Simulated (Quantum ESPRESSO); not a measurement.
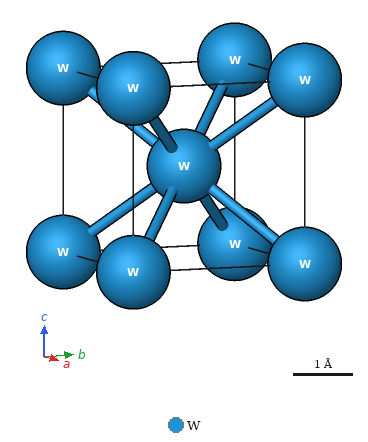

*The input geometry (ball-and-stick view of the cell 2 times as large as that of the calculation, set on its symmetry axes, seen slightly off an axis). An atom can appear more than once, as a periodic image.*

Near neighbours in the periodic cell (some may lie outside the picture): W has 8 W at 2.74 Å.

# Band-structure run of W (part 1 of 2)

The run: band-structure run of W (Im-3m, 1 atom in the cell). Method and program: Kohn-Sham DFT of a periodic cell, PBE, PseudoDojo 0.4.1 SR PBE standard, no spin polarisation (Quantum ESPRESSO 7.5).

The structure derives from an entry of the Crystallography Open Database.

**Log**
```
This program is part of the open-source Quantum ESPRESSO suite
     for quantum simulation of materials; please cite
         "P. Giannozzi et al., J. Phys.:Condens. Matter 21 395502 (2009);
         "P. Giannozzi et al., J. Phys.:Condens. Matter 29 465901 (2017);
         "P. Giannozzi et al., J. Chem. Phys. 152 154105 (2020);
          URL
     in publications or presentations arising from this work. More details at

     Message from routine setup:
     using ibrav=0 with symmetry is DISCOURAGED, use correct ibrav instead

     G-vector sticks info
     --------------------
     sticks:   dense  smooth     PW     G-vecs:    dense   smooth      PW
     Sum         603     603    219                 9213     9213    2093

     Using Slab Decomposition

     bravais-lattice index     =            0
     lattice parameter (alat)  =       5.1792  a.u.
     unit-cell volume          =     106.9449 (a.u.)^3
     number of atoms/cell      =            1
     number of atomic types    =            1
     number of electrons       =        14.00
     number of Kohn-Sham states=           13
     kinetic-energy cutoff     =      74.0000  Ry
     charge density cutoff     =     296.0000  Ry
     scf convergence threshold =      2.0E-10
     mixing beta               =       0.5000
     number of iterations used =            8  plain     mixing
     Exchange-correlation= PBE
                           (   1   4   3   4   0   0   0)

     celldm(1)=   5.179176  celldm(2)=   0.000000  celldm(3)=   0.000000
     celldm(4)=   0.000000  celldm(5)=   0.000000  celldm(6)=   0.000000

     crystal axes: (cart. coord. in units of alat)
               a(1) = (  -0.577350   0.577350   0.577350 )
               a(2) = (   0.577350  -0.577350   0.577350 )
               a(3) = (   0.577350   0.577350  -0.577350 )

     reciprocal axes: (cart. coord. in units 2 pi/alat)
               b(1) = ( -0.000000  0.866025  0.866025 )
               b(2) = (  0.866025 -0.000000  0.866025 )
               b(3) = (  0.866025  0.866025  0.000000 )

     PseudoPot. # 1 for W  read from file:
     W.upf
     Pseudo is Norm-conserving + core correction, Zval = 14.0
     Generated using ONCVPSP code by D. R. Hamann
     Using radial grid of 1396 points,  8 beta functions with:
                l(1) =   0
                l(2) =   0
                l(3) =   1
                l(4) =   1
                l(5) =   2
                l(6) =   2
                l(7) =   3
                l(8) =   3

     atomic species   valence    mass     pseudopotential
     W                14.00   183.84000     W ( 1.00)

     48 Sym. Ops., with inversion, found

   Cartesian axes

     site n.     atom                  positions (alat units)
         1        W      tau(   1) = (   0.0000000   0.0000000   0.0000000  )

     number of k points=    72  Fermi-Dirac smearing, width (Ry)=  0.0037
                       cart. coord. in units 2pi/alat
        k(    1) = (   0.0000000   0.0000000   0.0000000), wk =   0.0011574
        k(    2) = (   0.0721688   0.0721688   0.0000000), wk =   0.0138889
        k(    3) = (   0.1443376   0.1443376   0.0000000), wk =   0.0138889
        k(    4) = (   0.2165064   0.2165064   0.0000000), wk =   0.0138889
        k(    5) = (   0.2886751   0.2886751   0.0000000), wk =   0.0138889
        k(    6) = (   0.3608439   0.3608439   0.0000000), wk =   0.0138889
        k(    7) = (  -0.4330127  -0.4330127   0.0000000), wk =   0.0069444
        k(    8) = (   0.1443376   0.0721688   0.0721688), wk =   0.0277778
        k(    9) = (   0.2165064   0.1443376   0.0721688), wk =   0.0555556
        k(   10) = (   0.2886751   0.2165064   0.0721688), wk =   0.0555556
        k(   11) = (   0.3608439   0.2886751   0.0721688), wk =   0.0555556
        k(   12) = (   0.4330127   0.3608439   0.0721688), wk =   0.0555556
        k(   13) = (   0.2886751   0.1443376   0.1443376), wk =   0.0277778
        k(   14) = (   0.3608439   0.2165064   0.1443376), wk =   0.0555556
        k(   15) = (   0.4330127   0.2886751   0.1443376), wk =   0.0555556
        k(   16) = (   0.5051815   0.3608439   0.1443376), wk =   0.0277778
        k(   17) = (   0.4330127   0.2165064   0.2165064), wk =   0.0277778
        k(   18) = (   0.5051815   0.2886751   0.2165064), wk =   0.0555556
        k(   19) = (   0.5773503   0.2886751   0.2886751), wk =   0.0092593
        k(   20) = (   0.1443376   0.1443376   0.1443376), wk =   0.0092593
        k(   21) = (   0.2165064   0.2165064   0.1443376), wk =   0.0277778
        k(   22) = (   0.2886751   0.2886751   0.1443376), wk =   0.0277778
        k(   23) = (   0.3608439   0.3608439   0.1443376), wk =   0.0277778
        k(   24) = (   0.4330127   0.4330127   0.1443376), wk =   0.0138889
        k(   25) = (  -0.0000000  -0.0000000   0.1443376), wk =   0.0069444
        k(   26) = (   0.2886751   0.2165064   0.2165064), wk =   0.0277778
        k(   27) = (   0.3608439   0.2886751   0.2165064), wk =   0.0555556
        k(   28) = (   0.4330127   0.3608439   0.2165064), wk =   0.0555556
        k(   29) = (   0.0000000  -0.0721688   0.2165064), wk =   0.0277778
        k(   30) = (   0.4330127   0.2886751   0.2886751), wk =   0.0277778
        k(   31) = (   0.5051815   0.3608439   0.2886751), wk =   0.0277778
        k(   32) = (   0.0000000  -0.1443376   0.2886751), wk =   0.0277778
        k(   33) = (   0.0721688  -0.0721688   0.2886751), wk =   0.0277778
        k(   34) = (  -0.0000000  -0.2165064   0.3608439), wk =   0.0277778
        k(   35) = (   0.0721688  -0.1443376   0.3608439), wk =   0.0555556
        k(   36) = (   0.0000000  -0.2886751   0.4330127), wk =   0.0277778
        k(   37) = (   0.0721688  -0.2165064   0.4330127), wk =   0.0555556
        k(   38) = (   0.1443376  -0.1443376   0.4330127), wk =   0.0277778
        k(   39) = (  -0.8660254  -0.3608439  -0.3608439), wk =   0.0138889
        k(   40) = (  -0.7938566  -0.2886751  -0.3608439), wk =   0.0555556
        k(   41) = (  -0.7216878  -0.2165064  -0.3608439), wk =   0.0555556
        k(   42) = (  -0.7216878  -0.2886751  -0.2886751), wk =   0.0277778
        k(   43) = (  -0.6495191  -0.2165064  -0.2886751), wk =   0.0277778
        k(   44) = (   0.2886751   0.2886751   0.2886751), wk =   0.0092593
        k(   45) = (   0.3608439   0.3608439   0.2886751), wk =   0.0277778
        k(   46) = (   0.4330127   0.4330127   0.2886751), wk =   0.0138889
        k(   47) = (   0.0000000   0.0000000   0.2886751), wk =   0.0069444
        k(   48) = (   0.4330127   0.3608439   0.3608439), wk =   0.0277778
        k(   49) = (   0.0000000  -0.0721688   0.3608439), wk =   0.0277778
        k(   50) = (  -0.0000000  -0.1443376   0.4330127), wk =   0.0277778
        k(   51) = (   0.0721688  -0.0721688   0.4330127), wk =   0.0277778
        k(   52) = (   0.0000000  -0.2165064   0.5051815), wk =   0.0277778
        k(   53) = (   0.0721688  -0.1443376   0.5051815), wk =   0.0555556
        k(   54) = (  -0.8660254  -0.2886751  -0.2886751), wk =   0.0138889
        k(   55) = (  -0.7938566  -0.2165064  -0.2886751), wk =   0.0555556
        k(   56) = (  -0.7216878  -0.1443376  -0.2886751), wk =   0.0277778
        k(   57) = (  -0.7216878  -0.2165064  -0.2165064), wk =   0.0277778
        k(   58) = (   0.4330127   0.4330127   0.4330127), wk =   0.0023148
        k(   59) = (   0.0000000   0.0000000   0.4330127), wk =   0.0069444
        k(   60) = (  -0.0000000  -0.0721688   0.5051815), wk =   0.0277778
        k(   61) = (   0.0000000  -0.1443376   0.5773503), wk =   0.0277778
        k(   62) = (   0.0721688  -0.0721688   0.5773503), wk =   0.0277778
        k(   63) = (  -0.8660254  -0.2165064  -0.2165064), wk =   0.0138889
        k(   64) = (  -0.7938566  -0.1443376  -0.2165064), wk =   0.0555556
        k(   65) = (  -0.7216878  -0.1443376  -0.1443376), wk =   0.0092593
        k(   66) = (  -0.0000000  -0.0000000   0.5773503), wk =   0.0069444
        k(   67) = (   0.0000000  -0.0721688   0.6495191), wk =   0.0277778
        k(   68) = (  -0.8660254  -0.1443376  -0.1443376), wk =   0.0138889
        k(   69) = (  -0.7938566  -0.0721688  -0.1443376), wk =   0.0277778
        k(   70) = (   0.0000000   0.0000000   0.7216878), wk =   0.0069444
        k(   71) = (  -0.8660254  -0.0721688  -0.0721688), wk =   0.0138889
        k(   72) = (  -0.8660254  -0.8660254  -0.8660254), wk =   0.0011574

     Dense  grid:     9213 G-vectors     FFT dimensions: (  30,  30,  30)

     Initial potential from superposition of free atoms

     starting charge      13.9995, renormalised to      14.0000
     Starting wfcs are   10 randomized atomic wfcs +    3 random wfcs

     Self-consistent Calculation

     iteration #  1     ecut=    74.00 Ry     beta= 0.50
     Davidson diagonalization with overlap
     ethr =  1.00E-02,  avg # of iterations =  4.6

     Threshold (ethr) on eigenvalues was too large:
     Diagonalizing with lowered threshold

     Davidson diagonalization with overlap
     ethr =  2.64E-04,  avg # of iterations =  2.3

     total energy              =    -151.70199017 Ry
     estimated scf accuracy    <       0.03826688 Ry

     iteration #  2     ecut=    74.00 Ry     beta= 0.50
     Davidson diagonalization with overlap
     ethr =  2.73E-04,  avg # of iterations =  1.8

     total energy              =    -151.70542266 Ry
     estimated scf accuracy    <       0.00291622 Ry

     iteration #  3     ecut=    74.00 Ry     beta= 0.50
     Davidson diagonalization with overlap
     ethr =  2.08E-05,  avg # of iterations =  2.3

     total energy              =    -151.70570163 Ry
     estimated scf accuracy    <       0.00026936 Ry

     iteration #  4     ecut=    74.00 Ry     beta= 0.50
     Davidson diagonalization with overlap
     ethr =  1.92E-06,  avg # of iterations =  3.1

     total energy              =    -151.70571595 Ry
     estimated scf accuracy    <       0.00000327 Ry

     iteration #  5     ecut=    74.00 Ry     beta= 0.50
     Davidson diagonalization with overlap
     ethr =  2.33E-08,  avg # of iterations =  3.4

     total energy              =    -151.70571798 Ry
     estimated scf accuracy    <       0.00000107 Ry

     iteration #  6     ecut=    74.00 Ry     beta= 0.50
     Davidson diagonalization with overlap
     ethr =  7.61E-09,  avg # of iterations =  2.0

     total energy              =    -151.70571828 Ry
     estimated scf accuracy    <       0.00000007 Ry

     iteration #  7     ecut=    74.00 Ry     beta= 0.50
     Davidson diagonalization with overlap
     ethr =  4.72E-10,  avg # of iterations =  2.0

     total energy              =    -151.70571829 Ry
     estimated scf accuracy    <          7.0E-10 Ry

     iteration #  8     ecut=    74.00 Ry     beta= 0.50
     Davidson diagonalization with overlap
     ethr =  4.97E-12,  avg # of iterations =  3.3

     End of self-consistent calculation

          k = 0.0000 0.0000 0.0000 (  1157 PWs)   bands (ev):

   -51.6428 -15.2033 -15.2033 -15.2033  12.9083  21.3138  21.3138  21.3138
    24.8037  24.8037  37.0485  37.0485  37.0485

          k = 0.0722 0.0722 0.0000 (  1149 PWs)   bands (ev):

   -51.6338 -15.2964 -15.2324 -15.2038  13.2421  21.1138  21.2628  21.6389
    24.5030  24.8085  37.3220  37.6082  37.8386

          k = 0.1443 0.1443 0.0000 (  1137 PWs)   bands (ev):

   -51.6094 -15.5452 -15.3110 -15.2050  14.1546  20.6108  21.0116  22.5897
    24.1070  24.8546  37.7816  39.1826  39.3710

          k = 0.2165 0.2165 0.0000 (  1134 PWs)   bands (ev):

   -51.5759 -15.8729 -15.4166 -15.2068  15.3272  20.0035  20.6967  24.0859
    24.1801  25.0004  37.2768  39.0396  41.5430

          k = 0.2887 0.2887 0.0000 (  1152 PWs)   bands (ev):

   -51.5423 -16.1879 -15.5203 -15.2087  16.1341  19.4652  21.0770  24.5503
    25.2603  25.9579  35.8045  36.7338  43.5102

          k = 0.3608 0.3608 0.0000 (  1150 PWs)   bands (ev):

   -51.5175 -16.4112 -15.5949 -15.2101  16.2976  19.1050  22.3401  24.7883
    25.5486  27.8097  34.5187  34.5463  40.5566

          k =-0.4330-0.4330 0.0000 (  1148 PWs)   bands (ev):

   -51.5084 -16.4915 -15.6220 -15.2106  16.2746  18.9792  23.2310  24.6976
    25.6826  28.7030  33.6200  34.0231  39.2833

          k = 0.1443 0.0722 0.0722 (  1141 PWs)   bands (ev):

   -51.6172 -15.4679 -15.2641 -15.2263  13.8703  20.8534  20.9754  22.3306
    24.0811  24.9130  37.7866  38.6295  38.9534

          k = 0.2165 0.1443 0.0722 (  1144 PWs)   bands (ev):

   -51.5882 -15.7448 -15.3585 -15.2367  14.9570  20.3098  20.5932  23.6050
    23.8634  25.1182  38.0764  39.3206  40.2461

          k = 0.2887 0.2165 0.0722 (  1139 PWs)   bands (ev):

   -51.5546 -16.0487 -15.4780 -15.2408  16.0497  19.7351  20.4830  24.0890
    25.3314  25.3966  36.6708  38.1236  42.1133

          k = 0.3608 0.2887 0.0722 (  1144 PWs)   bands (ev):

   -51.5254 -16.3022 -15.5816 -15.2437  16.5199  19.3016  21.2716  24.5298
    25.5756  27.3312  34.9815  35.8926  41.0791

          k = 0.4330 0.3608 0.0722 (  1147 PWs)   bands (ev):

   -51.5084 -16.4450 -15.6409 -15.2452  16.5275  19.0720  22.4196  24.6287
    25.8909  28.8493  33.5070  34.6552  39.3179

          k = 0.2887 0.1443 0.1443 (  1142 PWs)   bands (ev):

   -51.5591 -15.9817 -15.4505 -15.2819  16.0761  19.9333  20.1050  23.7645
    25.2500  25.4941  37.3321  38.9304  41.0207

          k = 0.3608 0.2165 0.1443 (  1144 PWs)   bands (ev):

   -51.5299 -16.1918 -15.5869 -15.3023  16.9788  19.4833  20.2396  24.0749
    25.6375  27.3168  35.4320  37.7905  40.2207

          k = 0.4330 0.2887 0.1443 (  1146 PWs)   bands (ev):

   -51.5085 -16.3333 -15.7009 -15.3108  17.1880  19.2557  21.0548  24.4663
    25.8065  29.2967  33.4234  36.1378  39.0574

          k = 0.5052 0.3608 0.1443 (  1146 PWs)   bands (ev):

   -51.5006 -16.3829 -15.7446 -15.3133  17.1611  19.1840  21.5849  24.5050
    26.0855  30.2780  32.3290  35.5103  38.5755

          k = 0.4330 0.2165 0.2165 (  1157 PWs)   bands (ev):

   -51.5085 -16.2607 -15.7512 -15.3402  17.7015  19.3000  20.3337  24.3814
    25.6576  29.5461  33.4489  37.1841  38.7290

          k = 0.5052 0.2887 0.2165 (  1157 PWs)   bands (ev):

   -51.4961 -16.2617 -15.8916 -15.3551  17.8942  19.3615  20.5659  24.7546
    25.7543  31.3908  31.7485  35.6935  39.0038

          k = 0.5774 0.2887 0.2887 (  1160 PWs)   bands (ev):

   -51.4915 -16.1003 -16.1003 -15.3683  18.1898  19.8656  19.8656  25.3673
    25.3673  30.6875  33.8203  33.8203  39.9111

          k = 0.1443 0.1443 0.1443 (  1142 PWs)   bands (ev):

   -51.5955 -15.7060 -15.2704 -15.2704  14.7199  20.3837  20.3837  23.6169
    24.5405  24.5405  38.2530  39.3829  39.3829

          k = 0.2165 0.2165 0.1443 (  1134 PWs)   bands (ev):

   -51.5659 -15.9666 -15.3881 -15.2792  15.8992  19.7938  19.9939  24.4694
    24.9685  25.3439  38.0511  38.8705  39.9463

          k = 0.2887 0.2887 0.1443 (  1143 PWs)   bands (ev):

   -51.5361 -16.1961 -15.5288 -15.2880  16.8029  19.3295  20.2591  24.6999
    25.3301  27.3309  36.2432  36.4573  40.1849

          k = 0.3608 0.3608 0.1443 (  1149 PWs)   bands (ev):

   -51.5142 -16.3517 -15.6393 -15.2945  16.9736  19.0384  21.4705  24.9270
    25.6102  29.1560  33.6039  35.2030  39.0350

          k = 0.4330 0.4330 0.1443 (  1150 PWs)   bands (ev):

   -51.5062 -16.4066 -15.6809 -15.2969  16.9395  18.9395  22.2766  24.9479
    25.7241  29.9769  32.4716  34.7365  38.5086

          k =-0.0000-0.0000 0.1443 (  1141 PWs)   bands (ev):

   -51.6251 -15.3279 -15.2618 -15.2618  13.5694  21.2642  21.2642  21.6234
    23.8397  25.1477  38.0920  38.1496  38.1496

          k = 0.2887 0.2165 0.2165 (  1139 PWs)   bands (ev):

   -51.5400 -16.1477 -15.4779 -15.3466  17.0720  19.4607  19.5524  24.6959
    25.3108  27.3949  36.6679  38.1243  38.5817

          k = 0.3608 0.2887 0.2165 (  1149 PWs)   bands (ev):
```
